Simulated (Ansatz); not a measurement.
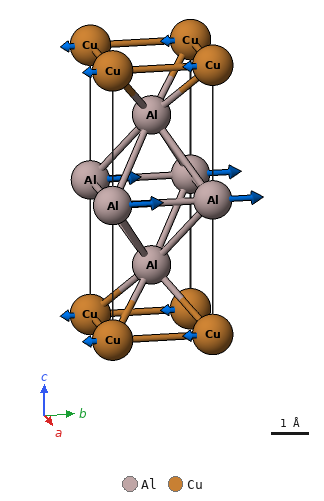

The lowest optical mode of a crystal of Al3Cu, space group P4/mmm (No. 123), at the zone centre. The blue arrows give the relative displacements of the atoms. Style: ball-and-stick. Shown: the cell of the calculation, slightly off an axis.

Theory: Ansatz 0.2.0, DFT PBEsol, scalar-relativistic, plane waves, PAW.

Input
```yaml
crystal:
  lattice:
    - [2.7859707299, 0.0, 0.0]
    - [0.0, 2.7859707299, 0.0]
    - [0.0, 0.0, 7.5697807158]
  atoms:
    - { symbol: Al, position: [0.0, 0.0, 0.5] }
    - { symbol: Al, position: [0.5, 0.5, 0.2213906884] }
    - { symbol: Al, position: [0.5, 0.5, 0.7786093116] }
    - { symbol: Cu, position: [0.0, 0.0, 0.0] }
basis:
  ecutwfc: 420
kpoints:
  mp_grid: { grid: [16, 16, 6] }
hamiltonian:
  xc: pbesol
scf:
  occupations: { method: fermi_dirac, width: 0.15 }
output:
  eigenvalues: true
phonons:
  method: dfpt
  eigenvectors: true
```

Run as
```bash
ansatz run input.yaml --threads 1 --pin off --max-ram 3072MiB --backend cpu --events-out ev --progress --plain --runs-dir out
```

The frequencies depend somewhat on the k-mesh and the smearing.

Is this crystal at a minimum with respect to the drawn distortion?

Yes: this softest mode has a real frequency, and so have all others here. That speaks for this wave vector alone: the rest of the zone wasn't checked in this run. This is the E_u mode (doubly degenerate; one member of the set is drawn) at 97 cm⁻¹, the lowest optical level, infrared-active by symmetry. The Al (2h) atoms hardly move; the Al (1b) sublattice moves against the Cu sublattice, along b; the kinetic energy is shared as Al 72 %, Cu 28 %. The crystal is a metal, so free carriers screen the infrared response.
